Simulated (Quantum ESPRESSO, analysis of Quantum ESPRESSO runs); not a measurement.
## Reproducing a measured local vibrational mode: Na-H pair in ZnO (Quantum ESPRESSO)

Subject: Na-H pair in ZnO. Wanted: its local vibrational mode, in one set-up (PBE, GBRV 1.5 PBE, 32-site cell, PBE lattice, k: the single point 1/4 1/4 1/4, with the key NELECT). The model is a cell of 32 host atoms with Na put on another atom's site and H put in between. The frequencies come from force constants among the defect atom and its neighbours, with the masses of the isotopes named.

Measured beforehand: O-H stretch, 1H: 3304 cm⁻¹ at 9 K, by FTIR absorption (“Critical increase in Na-doping facilitates acceptor band movements that yields ~180 meV shallow hole conduction in ZnO bulk crystals”, 2017, pmc:5341155).

Method: Quantum ESPRESSO plane-wave DFT, PBE, GBRV 1.5 PBE potentials; relaxation of all atoms of a defect supercell, in Quantum ESPRESSO 7.5.

**1. Starting point**

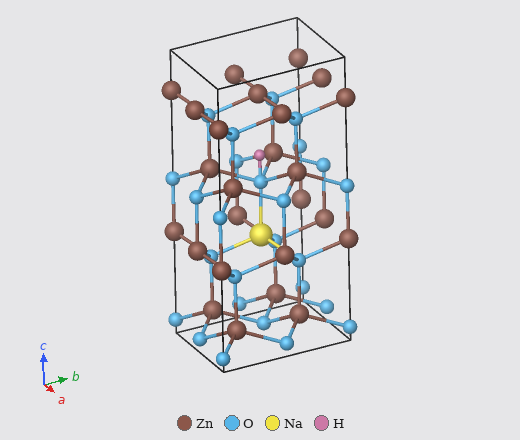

Start, viewed slightly off an axis; zinc brown, oxygen blue, sodium yellow, hydrogen pink. Bonds to atoms that aren't drawn are left out. Some periodic images of atoms are drawn too.

The cell holds 33 atoms: 15 Zn, 16 O, 1 Na and 1 H. Its edges and angles: a = 6.562 Å, b = 6.562 Å, c = 10.593 Å, α = 90.0°, β = 90.0°, γ = 120.0°. It derives from ZnO (space group P6_3mc). Nearest the centre at fractional (0.333, 0.667, 0.642): O15 at 0.50 Å, Na14 at 1.49 Å, H33 at 1.49 Å, Zn13 at 2.20 Å, Zn5 at 2.21 Å, Zn29 at 2.22 Å, O28 at 2.86 Å, O12 at 2.87 Å.

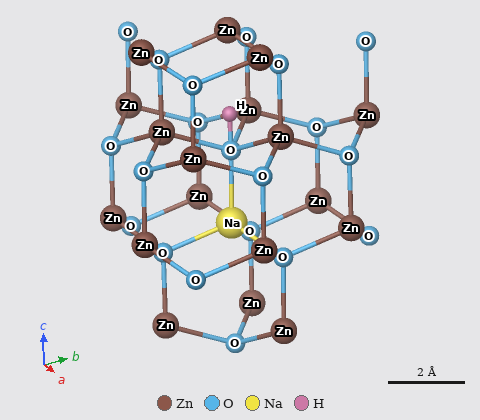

The atoms within 5 Å of the centre.

The host's primitive cell comes from a first run (Quantum ESPRESSO plane-wave DFT, PBE, GBRV 1.5 PBE potentials; relaxation of cell and atoms of a defect-free cell): vectors of 3.281, 3.281 and 5.297 Å. That is 12.34 Å³ an atom, 3.7 % over the diffraction cell's volume. The supercell is built on it.

**2. Relaxation, charge 0**

Every later number rests on the structure around the defect, so the atoms are relaxed at the host's lattice first.

Contents of pw.in:

```
&CONTROL
  calculation = 'relax'
  prefix = 'pwscf'
  outdir = './tmp'
  pseudo_dir = './pseudo'
  tprnfor = .true.
  disk_io = 'low'
  nstep = 70
  forc_conv_thr = 0.00039
  etot_conv_thr = 0.0001
/
&SYSTEM
  ibrav = 0
  nat = 33
  ntyp = 4
  ecutwfc = 45
  ecutrho = 360
  nbnd = 207
  occupations = 'smearing'
  smearing = 'fd'
  degauss = 0.00073499
  nosym = .true.
  NELECT = 1
/
&ELECTRONS
  conv_thr = 3d-08
  electron_maxstep = 100
  mixing_beta = 0.5
/
&IONS
  ion_dynamics = 'bfgs'
/
ATOMIC_SPECIES
Zn    65.3800 zn_pbe_v1.uspp.F.UPF
O     15.9990 o_pbe_v1.2.uspp.F.UPF
Na    22.9898 na_pbe_v1.5.uspp.F.UPF
H      1.0080 h_pbe_v1.4.uspp.F.UPF
CELL_PARAMETERS angstrom
   6.5616149739    0.0000000000    0.0000000000
  -3.2808074869    5.6825253113    0.0000000000
   0.0000000000    0.0000000000   10.5930620368
ATOMIC_POSITIONS crystal
Zn     0.1691067696    0.3336514775    0.2512291354
Zn     0.3322295512    0.1677284434   -0.0014997627
O      0.3324128001    0.1691132526    0.1897970443
O      0.1649413825    0.3298463334    0.4392605160
Zn     0.1696917378    0.3349215122    0.7509524023
Zn     0.3308995127    0.1649535395    0.5013172671
O      0.3320252219    0.1656185254    0.6912521884
O      0.1647995059    0.3313069823    0.9380662369
Zn     0.1662510491    0.8327679982    0.2518502021
Zn     0.3328605109    0.6634123159    0.0000640487
O      0.3356955029    0.6700276980    0.1898847392
O      0.1664939649    0.8319928571    0.4377981800
Zn     0.1691766351    0.8331186232    0.7509492224
Na     0.3317167930    0.6653069519    0.5016304548
O      0.3367641209    0.6687004493    0.6891441149
O      0.1641001730    0.8341284469    0.9396251197
Zn     0.6694902379    0.3359133127    0.2491243294
Zn     0.8364849687    0.1670252859   -0.0003827968
O      0.8298693272    0.1651035300    0.1891991538
O      0.6643329182    0.3315368673    0.4381580796
Zn     0.6632573730    0.3323217951    0.7501770411
Zn     0.8358132301    0.1668932519    0.5011721122
O      0.8326069387    0.1646616779    0.6879742221
O      0.6665139843    0.3354094143    0.9408507871
Zn     0.6649570219    0.8299469210    0.2494742124
Zn     0.8312825492    0.6653526291   -0.0015354384
O      0.8322503403    0.6664418887    0.1877308115
O      0.6653203726    0.8353887591    0.4390846589
Zn     0.6674010250    0.8349127118    0.7516754194
Zn     0.8344792011    0.6643822961    0.5002215623
O      0.8316277120    0.6659989718    0.6911640175
O      0.6642885643    0.8340035823    0.9387349383
H      0.3346039970    0.6654687883    0.7832592633
K_POINTS crystal
1
0.25 0.25 0.25 1.0
```

The run is started by

```console
$ OMP_NUM_THREADS=1 mpirun -n 4 pw.x -in pw.in > pw.out
```

Output:

```text
This program is part of the open-source Quantum ESPRESSO suite
     for quantum simulation of materials; please cite
         "P. Giannozzi et al., J. Phys.:Condens. Matter 21 395502 (2009);
         "P. Giannozzi et al., J. Phys.:Condens. Matter 29 465901 (2017);
         "P. Giannozzi et al., J. Chem. Phys. 152 154105 (2020);
          URL
     in publications or presentations arising from this work. More details at

 %%%%%%%%%%%%%%%%%%%%%%%%%%%%%%%%%%%%%%%%%%%%%%%%%%%%%%%%%%%%%%%%%%%%%%%%%%%%%%
     Error in routine  read_namelists (1):
      bad line in namelist &system: "  NELECT = 1" (error could be in the previous line)
 %%%%%%%%%%%%%%%%%%%%%%%%%%%%%%%%%%%%%%%%%%%%%%%%%%%%%%%%%%%%%%%%%%%%%%%%%%%%%%

     stopping ...
```

Run time: 0.5 s. Hardware: 4 MPI ranks of Arm Neoverse V2, shared host; peak memory 0.07 GiB.

The program refused the input before any cycle.

The program's message: “Error in routine  read_namelists (1): bad line in namelist &system: "  NELECT = 1" (error could be in the previous line)”

**3. Outcome**

The local vibrational mode was not obtained, because the step “relaxation, charge 0” was refused by the program; the cause lies in the set-up: NELECT is no key of this program. The line has to go: the charge that this chain asks for is set without it.

[Logs are printed without paths, hosts, clocks, repeated set-up lines and the standing remarks that a program may print on its own settings, such as how far it seeks lower states.]

[Hosts, paths, dates, database ids (printed as entryN), source tags and the programs' standing remarks are cut or masked in the printed files.]

[For some hosts the program warned that the k-mesh of the response run may be too coarse for force constants and the static dielectric constant; such warnings are not shown here.]
